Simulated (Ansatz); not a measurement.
Band-structure calculation, with input and output: MgI2

The run: band-structure calculation of MgI2 (P-3m1, 3 atoms in the cell). Method and program: DFT, PBE, plane waves, PAW, no spin polarisation (Ansatz 0.2.0).

The structure was built on a prototype by a generator. The geometry comes from this level: r2scan-rvv10 (a point of a series of strains). It belongs to a series of runs on one base structure; here: epitaxial_xy strain +5.0%.

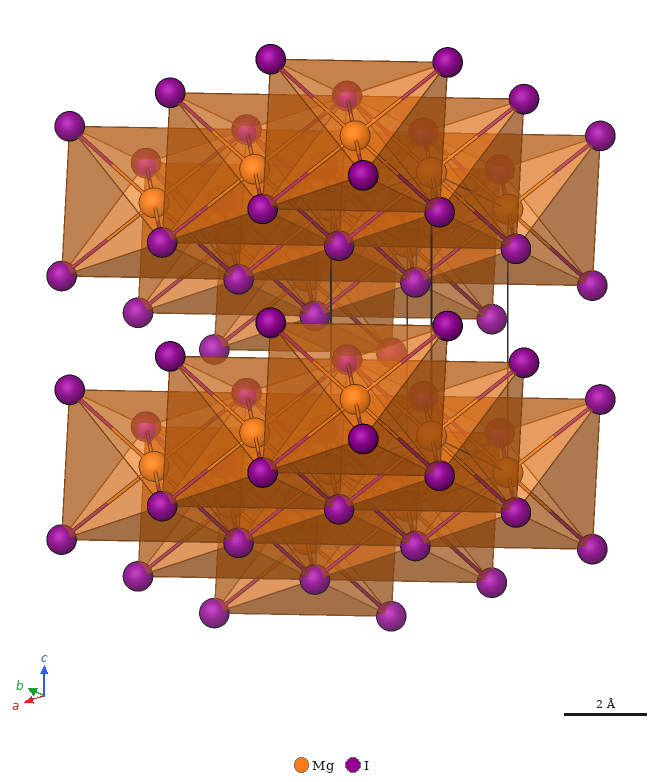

**Figure 1.** The input geometry (polyhedral view of the cell of the calculation, repeated 2 × 2 × 1, seen at an oblique angle; polyhedra are completed across the faces of the cell). An atom can appear more than once, as a periodic image.

## Input file
```yaml
crystal:
  lattice:
    - [4.3650737127, 0.0, 0.0]
    - [-2.1825368563, 3.7802647246, 0.0]
    - [0.0, 0.0, 6.6616191115]
  atoms:
    - { symbol: Mg, position: [0.0, 0.0, 0.0] }
    - { symbol: I, position: [0.3333333333, 0.6666666667, 0.2395358614] }
    - { symbol: I, position: [0.6666666667, 0.3333333333, 0.7604641386] }
kpoints:
  mp_grid: { grid: [12, 12, 4] }
  band_path:
    path:
      - [0.0, 0.0, 0.0]
      - [0.5, 0.0, 0.0]
      - [0.3333333333, 0.3333333333, 0.0]
      - [0.0, 0.0, 0.5]
      - [0.5, 0.0, 0.5]
      - [0.3333333333, 0.3333333333, 0.5]
    npoints: 1
hamiltonian:
  xc: pbe
scf:
  occupations: { method: fermi_dirac, width: 0.02 }
  n_extra_bands: 4
output:
  forces: true
  stress: true
  eigenvalues: true
  write_density: true
  write_potential: true
  elf: true
  volumetric_format: npy
```

Hardware: 4 threads of Intel Xeon @ 2.50GHz (Skylake/Cascade Lake), 189 GiB of memory available, shared host.

Launch command:
```bash
ansatz run input.yaml --threads 4 --pin off --max-ram 4608MiB --backend cpu --events-out ev --progress --plain --runs-dir out
```

## What the program printed
```
scf.n_extra_bands = 4 over 22 filled bands (N_el = 44.0): the run solves 26 bands
Engine: ansatz 0.2.0, x86_64-unknown-linux-gnu
Pseudopotentials: kind: paw
Pseudopotential: Mg, paw, valence charge 10, recommended cutoff 420 eV (normal), Mg.paw.azcp
Pseudopotential: I, paw, valence charge 17, recommended cutoff 420 eV (normal), I.paw.azcp
Functional definition: PBE
  parameter kappa = 0.804
  parameter beta = 0.06672455060314922
  exchange = pbe_x(kappa = kappa, mu = beta*pi^2/3)
  correlation = pbe_c(beta = beta)
Crystal: 3 atoms, lattice volume = 109.924 Å³
Basis set: ecut = 420 eV, 2201 PW (Γ), exchange–correlation on 60×60×90 points (8 copies of the dense FFT grid, shifted against one another)
Bands: 26, of which v1, the nominal top of the filled ones, is band 22 counted from 1 (21 counted from 0)
Symmetry: 12 space group operations
Space group: P-3m1 (ITA 164), of the structure as read, at distance tolerance 4.8e-5 Å
k-points: 69 of 576
Non-local potential: Mg, projectors of the file, l = 0: 3, l = 1: 2, l = 2: 1
Non-local potential: I, projectors of the file, l = 0: 2, l = 1: 2, l = 2: 2, l = 3: 2
PAW form: soft (Blöchl's): semilocal exchange-correlation on the pseudo side does not see the compensation charge
PAW one-centre angular grid: Mg, 110 points (default); XC on 64 Gauss nodes
PAW one-centre angular grid: I, 590 points (default); XC on 64 Gauss nodes
Initial density: superposition of atomic densities (neutral atoms: chi_scale 0, normalization atom), corrected by the library's trained network
Initial wavefunctions: pseudopotential atomic-orbital guess
Functional: x = pbe(κ = 0.804, μ = 0.2195149727645171), c = pbe(β = 0.06672455060314922)
SCF iter   1: F=—  HF=-16952.743223 eV  |F-HF|=—  |Δ(HF+E_count)|=         —  Δρ=7.23e-4  dr2=7.53e-4  ethr=1.77e-3  ⟨swp⟩=7.9  Hψ=8932  notcnv=0
preconditioner: auto → Resta (q_TF=auto, 2.342 Å⁻¹)  ε∞=3.2  [insulator: Δε(μ)=2.970 eV  Ē_g=9.646 eV  σ=0.020 eV  W_gap=1.00  n_scr=22 (ndim 8)  ℏωp=14.2 eV  f_vac=0.115  D(μ)=0.00/eV (n_scr^D=0)  ε∞_Penn≈3.2]
SCF iter   2: F=—  HF=-16952.742550 eV  |F-HF|=—  |Δ(HF+E_count)|=   6.73e-4  Δρ=4.44e-4  dr2=2.75e-4  ethr=1.71e-6  ⟨swp⟩=2.6  Hψ=4231  notcnv=0
SCF iter   3: F=—  HF=-16952.742570 eV  |F-HF|=—  |Δ(HF+E_count)|=   1.98e-5  Δρ=2.51e-4  dr2=7.64e-5  ethr=6.26e-7  ⟨swp⟩=2.9  Hψ=3372  notcnv=0
SCF iter   4: F=—  HF=-16952.742650 eV  |F-HF|=—  |Δ(HF+E_count)|=   8.02e-5  Δρ=5.16e-5  dr2=5.08e-6  ethr=1.74e-7  ⟨swp⟩=3.0  Hψ=3543  notcnv=0
SCF iter   5: F=—  HF=-16952.742652 eV  |F-HF|=—  |Δ(HF+E_count)|=   2.23e-6  Δρ=1.86e-5  dr2=6.48e-7  ethr=1.15e-8  ⟨swp⟩=2.7  Hψ=2936  notcnv=0
SCF iter   6: F=-16952.742652 eV  HF=-16952.742652 eV  |F-HF|=1.15e-8  |Δ(HF+E_count)|=   9.00e-8  Δρ=2.86e-6  dr2=6.15e-9  ethr=2.27e-10  ⟨swp⟩=9.1  Hψ=13861  notcnv=0
SCF 1 converged in 6 iterations: F = -16952.742652 eV  dr2 = 6.15e-9
  greatest PAW one-centre occupation: 1.000 electrons in one spin orbital (limit 2), on the Mg atom at site 0 (counted from 0), in its partial waves of l = 0
```

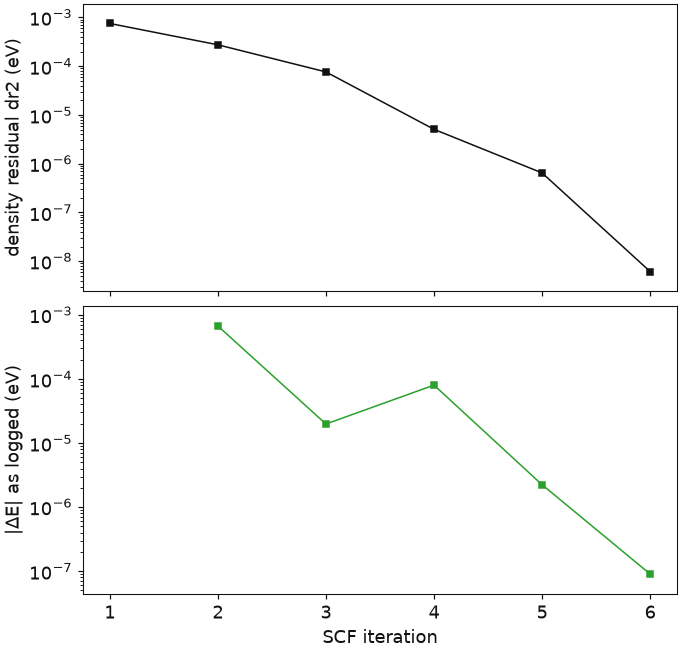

**Figure 2.** Convergence of the self-consistent field: density residual dr2 and size of the energy change against the SCF iteration. The residual falls at every step.

```
NSCF: frozen V_eff on 6 k-points
SCF converged after 6 iterations
Free energy (F): -16952.742652 eV
Harris-Foulkes:  -16952.742652 eV  (|F-HF|=1.15e-8)
Internal energy: -16952.742652 eV  (E = F + TS)
E sigma→0 (E₀):  -16952.742652 eV
Fermi energy:    5.926426 eV
--- Per-component energies (eV) ---
  E_band       = -1155.204526
  E_kinetic    = 452.565223
  E_local      = -5959.977341  (includes V_loc(G=0)·N_el)
  E_nonlocal   = -85.744795
  E_hartree    = 2797.936334
  E_xc         = -284.500701
  E_vxc        = -293.781521  (∫ρ·V_xc dr)
  E_paw        = -9926.443160  (= ΣΔE_a)
  E_vpaw       = -864.138566  (= ΣTr[D̂ρ^β])
  E_aug_tail   = -0.000029  (compensation charges beyond the density's cutoff)
  E_ewald      = -3946.578183
  E_smearing   = -0.000000  (= −TS)
  E_closure    = -0.000000  (closes the sum)
  Σ components = -16952.742652   (vs F -16952.742652, Δ=0.00e0)
--- Forces (eV/Å), atoms counted from 1 ---
  atom   1  Mg     0.00000000     0.00000000     0.00000000
  atom   2  I      0.00000000     0.00000000    -0.00347112
  atom   3  I     -0.00000000    -0.00000000     0.00347112
  max |Σ_I F_I| component: 2.31e-18 eV/Å
--- Stress (GPa, compression-positive) ---
       -1.337679      -0.000000       0.000000
       -0.000000      -1.337679      -0.000000
        0.000000      -0.000000       1.076191
  P = ⅓ Tr σ = -0.5331 GPa (-5.331 kbar)
--- Band table (eV; the first three rows and the last of 69) ---
  k-point 0: bands = ["-71.2617", "-39.4255", "-39.4255", "-39.4253", "-39.4253", "-39.3967", "-39.3967", "-39.3961", "-39.3961", "-39.3856", "-39.3855", "-38.0219", "-38.0103", "-38.0103", "-7.6759", "-6.9489", "1.0254", "3.4519", "3.4519", "3.8766", "3.8766", "4.4335", "7.4039", "8.6252", "10.4688", "10.4688"]
  k-point 1: bands = ["-71.2617", "-39.4255", "-39.4255", "-39.4253", "-39.4253", "-39.3966", "-39.3966", "-39.3962", "-39.3962", "-39.3856", "-39.3855", "-38.0219", "-38.0103", "-38.0103", "-7.6113", "-7.0364", "1.3333", "3.4983", "3.4983", "3.7918", "3.8292", "3.8292", "7.8681", "8.6846", "10.3461", "10.3461"]
  k-point 2: bands = ["-71.2617", "-39.4255", "-39.4255", "-39.4253", "-39.4253", "-39.3965", "-39.3965", "-39.3963", "-39.3963", "-39.3856", "-39.3855", "-38.0219", "-38.0103", "-38.0103", "-7.5195", "-7.1508", "1.8264", "3.0489", "3.5655", "3.5655", "3.7610", "3.7610", "8.2656", "8.7371", "10.2441", "10.2441"]
  k-point 68: bands = ["-71.2617", "-39.4252", "-39.4251", "-39.4251", "-39.4251", "-39.3967", "-39.3965", "-39.3965", "-39.3962", "-39.3853", "-39.3853", "-38.0216", "-38.0108", "-38.0108", "-6.9590", "-6.9590", "1.1505", "1.5705", "1.5705", "2.2358", "3.8586", "3.8586", "8.8803", "10.2624", "10.2624", "11.7982"]
```

## File bands.tsv
```
# k_distance	band_0	band_1	band_2	band_3	band_4	band_5	band_6	band_7	band_8	band_9	band_10	band_11	band_12	band_13	band_14	band_15	band_16	band_17	band_18	band_19	band_20	band_21	band_22	band_23	band_24	band_25
# fermi_ev = 5.926426
# lock_threshold_ev = 1e-6
# [0, 0, 0] at k_distance = 0.000000
# [0.5, 0, 0] at k_distance = 0.831051
# [0.3333333333, 0.3333333333, 0] at k_distance = 1.310858
# [0, 0, 0.5] at k_distance = 2.380094
# [0.5, 0, 0.5] at k_distance = 3.211145
# [0.3333333333, 0.3333333333, 0.5] at k_distance = 3.690952
# levels_relative_to = fermi_ev
# free_energy_ev = -16952.742652
# largest_residual_norms_ev = 3.422e-4 4.590e-4 5.404e-4 4.445e-4 5.015e-4 5.681e-4 5.439e-4 4.719e-4 6.595e-4 4.619e-4 5.337e-4 3.545e-4 3.271e-4 4.620e-4 1.717e-3 1.899e-3 2.390e-3 9.202e-4 9.904e-4 1.130e-3 1.064e-3 8.760e-4 1.044e-3 8.794e-4 1.982e-3 1.832e-3
0.000000	-77.188092	-45.351921	-45.351921	-45.351726	-45.351726	-45.323132	-45.323132	-45.322552	-45.322552	-45.312016	-45.311912	-43.948363	-43.936752	-43.936752	-13.602345	-12.875358	-4.900984	-2.474572	-2.474572	-2.049795	-2.049795	-1.492944	1.477429	2.698785	4.542378	4.542378
0.831051	-77.188083	-45.351760	-45.351752	-45.351472	-45.351288	-45.323460	-45.323091	-45.322777	-45.322327	-45.311768	-45.311714	-43.948091	-43.937501	-43.936877	-13.039256	-12.822653	-5.089016	-4.219854	-3.360129	-3.285357	-2.486552	-2.224379	1.704749	3.548594	4.042864	5.044653
1.310858	-77.188082	-45.351579	-45.351545	-45.351502	-45.351502	-45.323344	-45.322956	-45.322956	-45.322418	-45.311712	-45.311712	-43.948055	-43.937243	-43.937243	-12.888920	-12.888920	-4.961376	-3.930323	-3.930323	-3.328843	-2.797541	-2.797541	2.162635	5.167406	5.826279	5.826279
2.380094	-77.188092	-45.351923	-45.351923	-45.351715	-45.351715	-45.322948	-45.322948	-45.322711	-45.322711	-45.311979	-45.311957	-43.948362	-43.936751	-43.936751	-13.445923	-13.077192	-4.100072	-2.877511	-2.360906	-2.360906	-2.165386	-2.165386	2.339161	2.810633	4.317650	4.317650
3.211145	-77.188083	-45.351779	-45.351731	-45.351443	-45.351312	-45.323237	-45.322990	-45.322898	-45.322549	-45.311740	-45.311731	-43.948091	-43.937501	-43.936877	-12.978721	-12.880591	-5.197775	-4.655133	-3.097378	-2.604168	-2.499744	-2.354337	1.702729	3.537661	4.385330	4.653162
3.690952	-77.188082	-45.351585	-45.351539	-45.351501	-45.351501	-45.323100	-45.322971	-45.322971	-45.322675	-45.311713	-45.311713	-43.948057	-43.937244	-43.937244	-12.885389	-12.885389	-4.775964	-4.355916	-4.355916	-3.690629	-2.067827	-2.067827	2.953872	4.336003	4.336003	5.871818
```

## File rho_z.tsv
```
# z_ang	rho[e/angstrom^3]
# format = ansatz-planar-average/11
# lattice	4.365073713	-0.000000000	0.000000000
# lattice	-2.182536856	3.780264725	0.000000000
# lattice	0.000000000	0.000000000	6.661619112
# sites	3
# site	12	0.000000000	0.000000000	0.000000000
# site	53	0.000000000	2.520176483	1.595696672
# site	53	2.182536856	1.260088242	5.065922439
0.000000	8.492276e-1
0.148036	7.324172e-1
0.296072	4.795019e-1
0.444108	2.720714e-1
0.592144	1.922702e-1
0.740180	2.009627e-1
0.888216	2.466435e-1
1.036252	3.519067e-1
1.184288	5.501262e-1
1.332324	7.866120e-1
1.480360	9.596797e-1
1.628396	9.970433e-1
1.776432	8.835111e-1
1.924468	6.624723e-1
2.072504	4.250322e-1
2.220540	2.608363e-1
2.368576	1.801138e-1
2.516612	1.314782e-1
2.664648	9.312641e-2
2.812684	6.523849e-2
2.960720	4.631069e-2
3.108756	3.482421e-2
3.256792	2.940808e-2
3.404828	2.940808e-2
3.552864	3.482421e-2
3.700900	4.631069e-2
3.848935	6.523849e-2
3.996971	9.312641e-2
4.145007	1.314782e-1
4.293043	1.801138e-1
4.441079	2.608363e-1
4.589115	4.250322e-1
4.737151	6.624723e-1
4.885187	8.835111e-1
5.033223	9.970433e-1
5.181259	9.596797e-1
5.329295	7.866120e-1
5.477331	5.501262e-1
5.625367	3.519067e-1
5.773403	2.466435e-1
5.921439	2.009627e-1
6.069475	1.922702e-1
6.217511	2.720714e-1
6.365547	4.795019e-1
6.513583	7.324172e-1
```

## File v_z.tsv
```
# z_ang	v_es[eV]	v_tot[eV]
# format = ansatz-planar-average/11
# xc	pbe
# density_cutoff_ev	1680
# datasets	Mg=:simpson_from_first_knot:soft	I=:simpson_from_first_knot:soft
# lattice	4.365073713	-0.000000000	0.000000000
# lattice	-2.182536856	3.780264725	0.000000000
# lattice	0.000000000	0.000000000	6.661619112
# sites	3
# site	12	0.000000000	0.000000000	0.000000000
# site	53	0.000000000	2.520176483	1.595696672
# site	53	2.182536856	1.260088242	5.065922439
0.000000	3.735002e-1	-7.735209e0
0.148036	7.347615e-1	-7.394037e0
0.296072	1.664117e0	-6.517082e0
0.444108	2.723353e0	-5.537101e0
0.592144	3.331281e0	-5.035720e0
0.740180	3.298663e0	-5.270944e0
0.888216	3.019660e0	-5.863515e0
1.036252	2.959750e0	-6.316789e0
1.184288	3.252467e0	-6.379960e0
1.332324	3.767407e0	-6.064984e0
1.480360	4.272293e0	-5.612286e0
1.628396	4.547883e0	-5.252355e0
1.776432	4.552897e0	-5.035514e0
1.924468	4.464077e0	-4.769956e0
2.072504	4.561127e0	-4.176086e0
2.220540	5.061612e0	-3.065203e0
2.368576	6.020162e0	-1.449000e0
2.516612	7.256006e0	4.369407e-1
2.664648	8.393266e0	2.209905e0
2.812684	9.156591e0	3.567029e0
2.960720	9.604485e0	4.513446e0
3.108756	9.863263e0	5.141091e0
3.256792	9.981507e0	5.450659e0
3.404828	9.981507e0	5.450659e0
3.552864	9.863263e0	5.141091e0
3.700900	9.604485e0	4.513446e0
3.848935	9.156591e0	3.567029e0
3.996971	8.393266e0	2.209905e0
4.145007	7.256006e0	4.369407e-1
4.293043	6.020162e0	-1.449000e0
4.441079	5.061612e0	-3.065203e0
4.589115	4.561127e0	-4.176086e0
4.737151	4.464077e0	-4.769956e0
4.885187	4.552897e0	-5.035514e0
5.033223	4.547883e0	-5.252355e0
5.181259	4.272293e0	-5.612286e0
5.329295	3.767407e0	-6.064984e0
5.477331	3.252467e0	-6.379960e0
5.625367	2.959750e0	-6.316789e0
5.773403	3.019660e0	-5.863515e0
5.921439	3.298663e0	-5.270944e0
6.069475	3.331281e0	-5.035720e0
6.217511	2.723353e0	-5.537101e0
6.365547	1.664117e0	-6.517082e0
6.513583	7.347615e-1	-7.394037e0
```

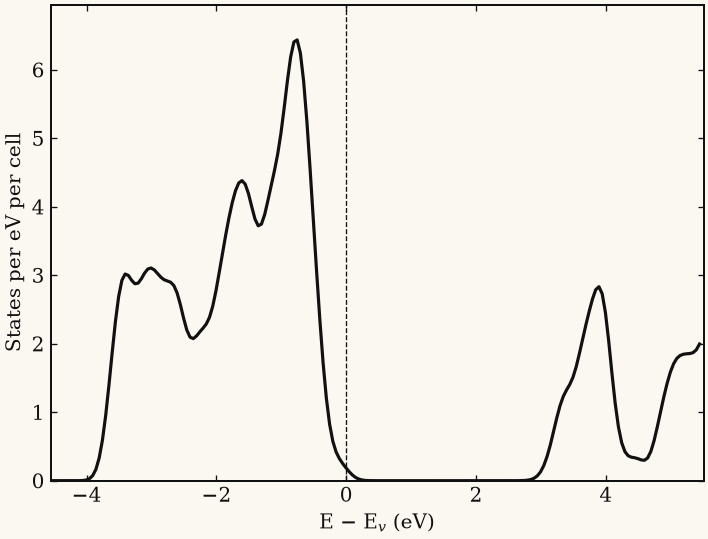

**Figure 3.** Density of states (the curve is built from the levels of the k mesh with Gaussians 0.3 eV wide, which also blur the band edges), with energies from the valence-band top. There is a gap of 2.97 eV on the k-point mesh. Small ripples come from the finite k-point mesh.

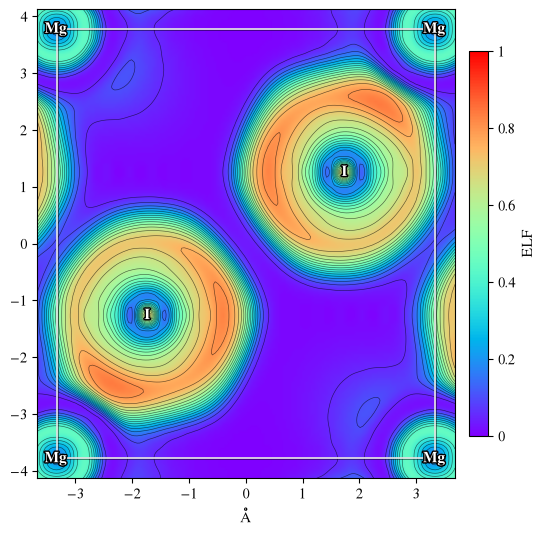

**Figure 4.** ELF on the (110) plane of the conventional cell. The section cuts through Mg and I sites. Mg–I (2.98 Å): the ELF is about 0.80 at the midpoint (two separate closed shells). The fields are those of the smooth PAW valence density.

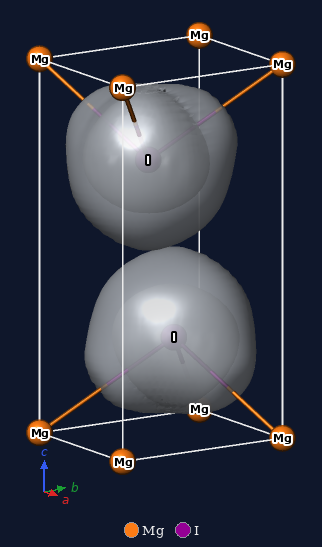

**Figure 5.** Isosurface of the electron localisation function at 0.7 (grey), seen slightly off an axis. Core shells and regions of very low density are left out. Sticks mark near contacts. The outline is the cell set on symmetry axes. Profiles from the grid: Mg–I (2.98 Å): the ELF is about 0.80 at the midpoint, which marks a largely ionic contact.

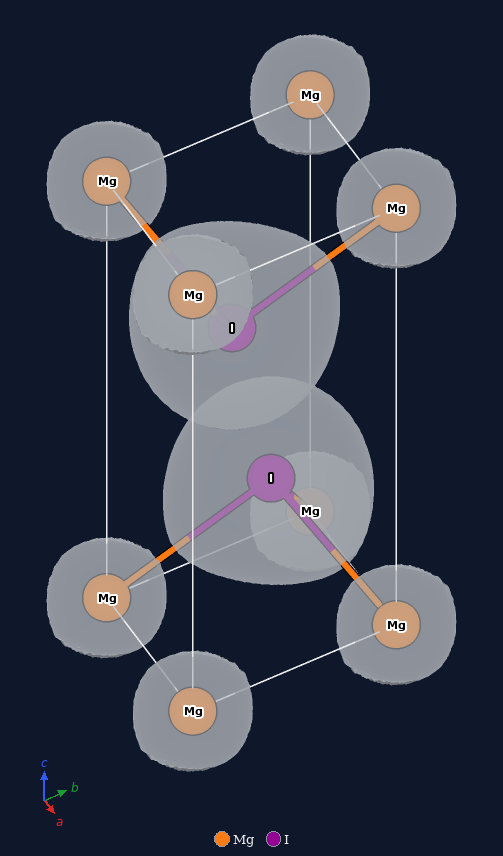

**Figure 6.** Isosurface of the valence pseudo-density at 0.15 e/Å³ (grey), seen at an oblique angle. Sticks mark near contacts. The outline is the cell set on symmetry axes. At this value the density breaks into separate islands; it holds about 90 % of the electrons treated as valence (semicore included). It is pinched off along the Mg–I (2.98 Å) contacts. On the grid the lowest density along these lines, outside the cores, is 0.13 e/Å³ (Mg–I, 2.98 Å).

## Results in brief

| quantity | value |
| --- | --- |
| outcome | converged |
| space group (tolerance 0.01 Å) | P-3m1 (164) |
| electrons treated | 44 |
| free energy | −16952.7427 eV |
| Fermi energy | 5.926 eV |
| gap on the k-point mesh | 2.97 eV |
| pressure | −0.53 GPa |
| largest force (length of the vector) | 0.003 eV/Å |
| wall time | 8.2 s (CPU time 28 s) |
| peak memory | 0.51 GiB |

## Remarks

Spin-orbit coupling is left out, which matters for I.
